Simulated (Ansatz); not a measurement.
System: Sr, space group Pm-3m (No. 221) (one of a set of cubic test structures, which need not be the stable phase).

Input of one of the runs behind the figure:
```
crystal:
  lattice:
    - [3.857187674703, 0.0, 0.0]
    - [0.0, 3.857187674703, 0.0]
    - [0.0, 0.0, 3.857187674703]
  atoms:
    - { symbol: Sr, position: [0, 0, 0] }
kpoints:
  mp_grid: { grid: [28, 28, 28] }
hamiltonian:
  xc: pbe
  pseudopotentials: { kind: paw }
scf:
  occupations: { method: fermi_dirac, width: 0.061225619053 }
output:
  forces: true
  stress: true
```

Launched with:
```bash
ansatz run input.yaml --threads 2
```

Calculation (Ansatz 0.2.0 development build): equation of state of a cubic crystal from periodic Kohn-Sham density functional theory without spin, third-order Birch-Murnaghan fit to the free energies; pressure corrected for the finite basis. Level: PBE.

- structure type: simple cubic
- atoms in cell: 1
- space group number: 221
- lattice centring: simple cubic
- k mesh: 28×28×28
- occupation method: Fermi–Dirac
- occupation width: 0.06123 eV
- wave cutoff: 420 eV
- datasets: soft-1 PAW
- density tolerance: 1e−07 eV
- bands: 9
- density cutoff ratio: 4
- search for lower states: default

What does the calculation give for the energy above the lowest point and pressure against volume? The volume takes the values 53.94, 55.09, 56.24, 57.39, 58.53, 59.68, 60.83 Å³/atom.

A third-order Birch–Murnaghan fit gives V0 = 57.12 Å³/atom, B0 = 7.07 GPa and B′ = 3.3. The energy above the lowest point is 4.193 meV/atom at volume 53.94 Å³/atom and 4.838 meV/atom at 60.83 Å³/atom; the lowest computed point is at volume 57.39 Å³/atom (0.000 meV/atom), in a single well. The pressure falls from 0.44 GPa at volume 53.94 Å³/atom to −0.40 GPa at 60.83 Å³/atom, and changes sign near 57.1 Å³/atom.

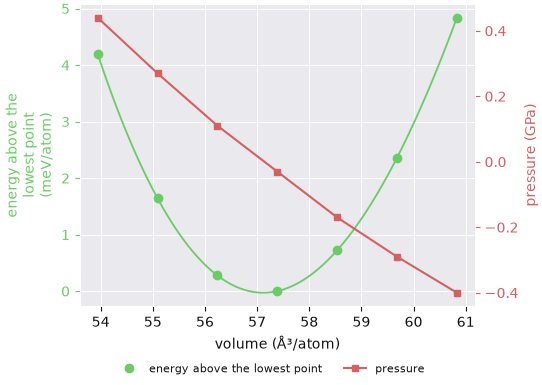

Keep in mind: cubic model structure, not the ambient form.
